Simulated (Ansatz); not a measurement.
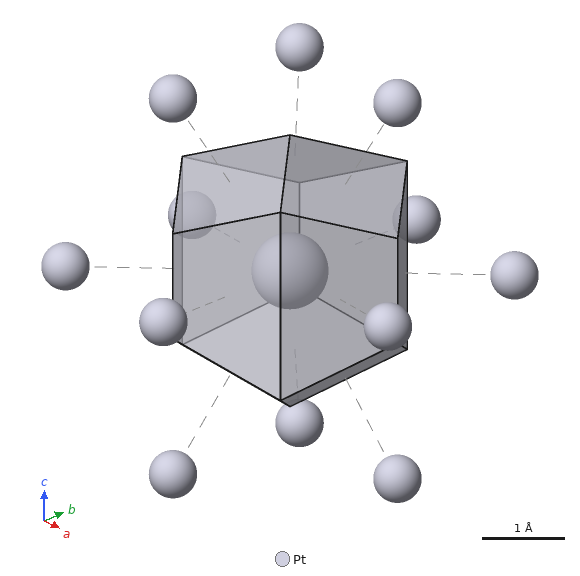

The polyhedron is the computed Voronoi (Dirichlet) cell of the central atom: each face lies in the plane that bisects the line to a neighbour. Central atom: Pt (2c) in Pt; faces take the colour of the neighbour behind them. The structure is the input geometry of an electronic-structure calculation and need not be at equilibrium.

Pt, space group P6_3/mmc (No. 194), a = 2.761 Å, b = 2.761 Å, c = 4.792 Å, α = 90.00°, β = 90.00°, γ = 120.00°

| site | Wyckoff | x | y | z |
| --- | --- | --- | --- | --- |
| Pt | 2c | 0.6667 | 0.3333 | 0.7500 |

Which neighbours share a face with the central atom?

Answer. 12 Pt (100 % of the solid angle).

Give the Voronoi index ⟨n3,n4,n5,n6,…⟩ (numbers of faces with 3, 4, 5, 6 … edges).

Answer. 12 faces, index ⟨0,12,0,0⟩: a twelve-faced cell of four-edged faces, as in close packing.

What is the volume of this Voronoi cell?

Answer. 15.8 Å³, equal to the mean volume per atom.
